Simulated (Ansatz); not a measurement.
## What a change does: single-point calculation on GaN

System: GaN (F-43m, 2 atoms in the cell).
Method of run 1: DFT, PBEsol, all-electron LAPW, scalar-relativistic, no spin polarisation (Ansatz 0.2.0).

Its volume is 0.64 times that of the source entry. Text and figures count atoms from 1; the logs count them from 0 in places.

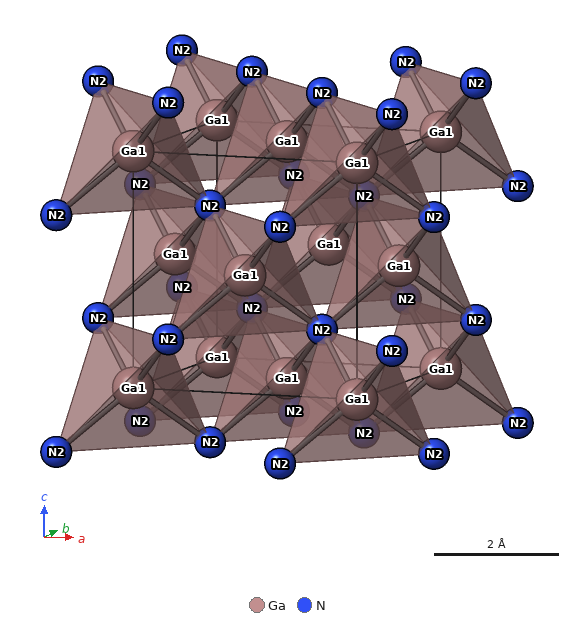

The structure (polyhedral view of the cell 4 times as large as that of the calculation, set on its symmetry axes, seen slightly off an axis; polyhedra are completed across the faces of the cell; atoms are numbered from 1 in the order of the input). An atom can appear more than once, as a periodic image.

## The input, run 1
```yaml
crystal:
  lattice:
    - [0.0, 1.9380077263, 1.9380077263]
    - [1.9380077263, 0.0, 1.9380077263]
    - [1.9380077263, 1.9380077263, 0.0]
  atoms:
    - { symbol: Ga, position: [0.0, 0.0, 0.0] }
    - { symbol: "N", position: [0.25, 0.25, 0.25] }
kpoints:
  mp_grid: { grid: [15, 15, 15] }
scf:
  occupations: { method: fermi_dirac, width: 0.08 }
hamiltonian:
  xc: pbesol
  pseudopotentials: { kind: all_electron, lapw: { basis_error: 0.001 } }
output:
  forces: true
  stress: true
  eigenvalues: true
  populations: true
```

Launched with:
```bash
ansatz run input.yaml --threads 1 --pin off --max-ram 2048MiB --backend cpu --events-out ev --progress --plain --runs-dir out
```

Hardware: 1 thread of Arm Neoverse V1, 24 GiB of memory available, shared host.

## Output, shortened to warnings, some set-up lines, iterations and results (run 1)
```
Basis set: ecut = 578.9628253979864 eV, 459 PW (Γ), exchange–correlation at level 2
Symmetry: 24 space group operations
k-points: 120 of 3375 (time reversal used)
Initial density: superposition of atomic densities (chi_scale 0.1, normalization cell, long waves kept (reshape's long-wave potential 0.00 eV rms))
[...]
SCF iter   1: F=—  HF=-54345.170440 eV  |F-HF|=—  |Δ(HF+E_count)|=         —  Δρ=2.27e-1  dr2=7.05e0  ethr=2.52e-2  ⟨swp⟩=2.0  Hψ=14175  notcnv=0
SCF iter   2: F=—  HF=-54342.267194 eV  |F-HF|=—  |Δ(HF+E_count)|=    2.90e0  Δρ=5.10e-2  dr2=1.92e-1  ethr=6.84e-4  ⟨swp⟩=2.0  Hψ=11235  notcnv=0
SCF iter   3: F=—  HF=-54342.057609 eV  |F-HF|=—  |Δ(HF+E_count)|=         —  Δρ=1.72e-2  dr2=2.24e-2  ethr=6.84e-4  ⟨swp⟩=3.0  Hψ=6643  notcnv=0
SCF iter   4: F=—  HF=-54342.049158 eV  |F-HF|=—  |Δ(HF+E_count)|=   8.45e-3  Δρ=7.45e-3  dr2=4.08e-3  ethr=8.02e-5  ⟨swp⟩=2.0  Hψ=5520  notcnv=0
SCF iter   5: F=—  HF=-54342.047600 eV  |F-HF|=—  |Δ(HF+E_count)|=   1.56e-3  Δρ=4.25e-4  dr2=1.16e-5  ethr=1.46e-5  ⟨swp⟩=2.0  Hψ=5520  notcnv=0
SCF iter   6: F=—  HF=-54342.047604 eV  |F-HF|=—  |Δ(HF+E_count)|=   4.81e-6  Δρ=1.51e-4  dr2=9.97e-7  ethr=4.15e-8  ⟨swp⟩=3.0  Hψ=5992  notcnv=0
SCF iter   7: F=-54342.047604 eV  HF=-54342.047604 eV  |F-HF|=6.82e-9  |Δ(HF+E_count)|=   4.65e-7  Δρ=1.45e-5  dr2=1.37e-8  ethr=3.56e-9  ⟨swp⟩=3.0  Hψ=5820  notcnv=0
SCF 1 converged in 7 iterations: F = -54342.047604 eV  dr2 = 1.37e-8
SCF converged after 7 iterations
Free energy (F): -54342.047604 eV
Harris-Foulkes:  -54342.047604 eV  (|F-HF|=6.82e-9)
Internal energy: -54342.047604 eV  (E = F + TS)
E sigma→0 (E₀):  -54342.047604 eV
Fermi energy:    22.813885 eV
--- Per-component energies (eV) ---
  E_band       = -1208.350145
  E_kinetic    = 55429.949967
  E_xc         = -2213.490906
  E_electrostatic = -107558.506665  (all electrons and nuclei)
  E_smearing   = -0.000000  (= −TS)
  E_closure    = 0.000000  (closes the sum)
  E_atoms      = -54332.698276  (free atoms, spherical and without spin; not in F)
  Σ components = -54342.047604   (vs F -54342.047604, Δ=0.00e0)
  Basis errors (estimates in eV, not in F): energy 4.7e-4 per atom: plane waves 4.3e-4 (2.6e-4 summed), levels above the bands 1.3e-73, relativity 1.5e-8, radial functions 4.7e-5, core shells 2.2e-8; eigenvalues (radial functions only) 3.3e-6; not estimated: angular momenta, meshes, grids; target …
--- Forces (eV/Å), atoms counted from 1 ---
  atom   1  Ga    -0.00000000     0.00000000     0.00000000
  atom   2  N      0.00000000    -0.00000000     0.00000000
  max |Σ_I F_I| component: 1.48e-16 eV/Å
--- Stress (GPa, compression-positive) ---
      217.641532      -0.000000       0.000000
       -0.000000     217.641532       0.000000
        0.000000       0.000000     217.641532
  P = ⅓ Tr σ = 217.6415 GPa (2176.415 kbar)
--- Löwdin populations: 2 sites ---
  site symbol       q [e]
     0     Ga     30.0821
     1      N      7.8853
  spilling = 0.000857 (of n_electrons = 38.000000)
```

For run 2 the input was changed thus:
```diff
+  algorithm: density_mixing
+basis:
+  xc_grid: 2
```

How does run 2 compare with run 1?

The energy doesn't change within 0.01 meV per atom. The number of SCF iterations is the same.

## Output, shortened to warnings, some set-up lines, iterations and results (run 2)
```
Basis set: ecut = 578.9628253979864 eV, 459 PW (Γ), exchange–correlation at level 2
Symmetry: 24 space group operations
k-points: 120 of 3375 (time reversal used)
Initial density: superposition of atomic densities (chi_scale 0.1, normalization cell, long waves kept (reshape's long-wave potential 0.00 eV rms))
[...]
SCF iter   1: F=—  HF=-54345.170440 eV  |F-HF|=—  |Δ(HF+E_count)|=         —  Δρ=2.27e-1  dr2=7.05e0  ethr=2.52e-2  ⟨swp⟩=2.0  Hψ=14175  notcnv=0
SCF iter   2: F=—  HF=-54342.267194 eV  |F-HF|=—  |Δ(HF+E_count)|=    2.90e0  Δρ=5.10e-2  dr2=1.92e-1  ethr=6.84e-4  ⟨swp⟩=2.0  Hψ=11235  notcnv=0
SCF iter   3: F=—  HF=-54342.057609 eV  |F-HF|=—  |Δ(HF+E_count)|=         —  Δρ=1.72e-2  dr2=2.24e-2  ethr=6.84e-4  ⟨swp⟩=3.0  Hψ=6643  notcnv=0
SCF iter   4: F=—  HF=-54342.049158 eV  |F-HF|=—  |Δ(HF+E_count)|=   8.45e-3  Δρ=7.45e-3  dr2=4.08e-3  ethr=8.02e-5  ⟨swp⟩=2.0  Hψ=5520  notcnv=0
SCF iter   5: F=—  HF=-54342.047600 eV  |F-HF|=—  |Δ(HF+E_count)|=   1.56e-3  Δρ=4.25e-4  dr2=1.16e-5  ethr=1.46e-5  ⟨swp⟩=2.0  Hψ=5520  notcnv=0
SCF iter   6: F=—  HF=-54342.047604 eV  |F-HF|=—  |Δ(HF+E_count)|=   4.81e-6  Δρ=1.51e-4  dr2=9.97e-7  ethr=4.15e-8  ⟨swp⟩=3.0  Hψ=5992  notcnv=0
SCF iter   7: F=-54342.047604 eV  HF=-54342.047604 eV  |F-HF|=6.82e-9  |Δ(HF+E_count)|=   4.65e-7  Δρ=1.45e-5  dr2=1.37e-8  ethr=3.56e-9  ⟨swp⟩=3.0  Hψ=5820  notcnv=0
SCF 1 converged in 7 iterations: F = -54342.047604 eV  dr2 = 1.37e-8
SCF converged after 7 iterations
Free energy (F): -54342.047604 eV
Harris-Foulkes:  -54342.047604 eV  (|F-HF|=6.82e-9)
Internal energy: -54342.047604 eV  (E = F + TS)
E sigma→0 (E₀):  -54342.047604 eV
Fermi energy:    22.813885 eV
--- Per-component energies (eV) ---
  E_band       = -1208.350145
  E_kinetic    = 55429.949967
  E_xc         = -2213.490906
  E_electrostatic = -107558.506665  (all electrons and nuclei)
  E_smearing   = -0.000000  (= −TS)
  E_closure    = 0.000000  (closes the sum)
  E_atoms      = -54332.698276  (free atoms, spherical and without spin; not in F)
  Σ components = -54342.047604   (vs F -54342.047604, Δ=0.00e0)
  Basis errors (estimates in eV, not in F): energy 4.7e-4 per atom: plane waves 4.3e-4 (2.6e-4 summed), levels above the bands 1.3e-73, relativity 1.5e-8, radial functions 4.7e-5, core shells 2.2e-8; eigenvalues (radial functions only) 3.3e-6; not estimated: angular momenta, meshes, grids; target …
--- Forces (eV/Å), atoms counted from 1 ---
  atom   1  Ga    -0.00000000     0.00000000     0.00000000
  atom   2  N      0.00000000    -0.00000000     0.00000000
  max |Σ_I F_I| component: 1.48e-16 eV/Å
--- Stress (GPa, compression-positive) ---
      217.641532      -0.000000       0.000000
       -0.000000     217.641532       0.000000
        0.000000       0.000000     217.641532
  P = ⅓ Tr σ = 217.6415 GPa (2176.415 kbar)
--- Löwdin populations: 2 sites ---
  site symbol       q [e]
     0     Ga     30.0821
     1      N      7.8853
  spilling = 0.000857 (of n_electrons = 38.000000)
```

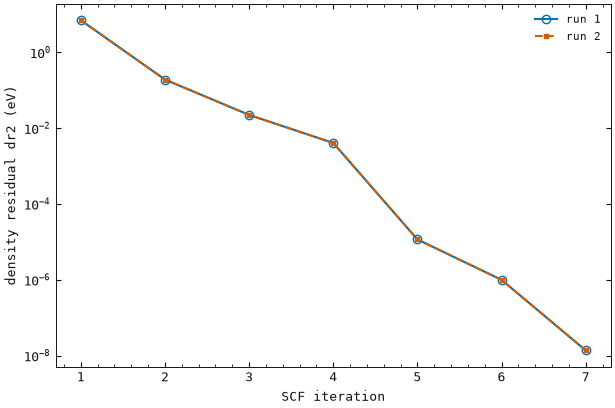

Convergence of the two runs: density residual dr2 against the SCF iteration. Run 1 takes 7 iterations in all, and run 2 takes 7.

## The two runs side by side

| quantity | run 1 | run 2 |
| --- | --- | --- |
| outcome | converged | converged |
| free energy per atom (eV) | −27171.0238 | −27171.0238 |
| gap on the mesh (eV) | 3.30 | 3.30 |
| pressure (GPa) | 217.64 | 217.64 |
| largest force (eV/Å) | 0.000 | 0.000 |
| SCF iterations | 7 | 7 |
| irreducible k-points | 120 | 120 |
| plane waves at Γ | 459 | 459 |
| wall time (shared host) | 40 s | 40 s |

For both runs: The cell is under a pressure of 218 GPa at this level, so it is not at its equilibrium volume.
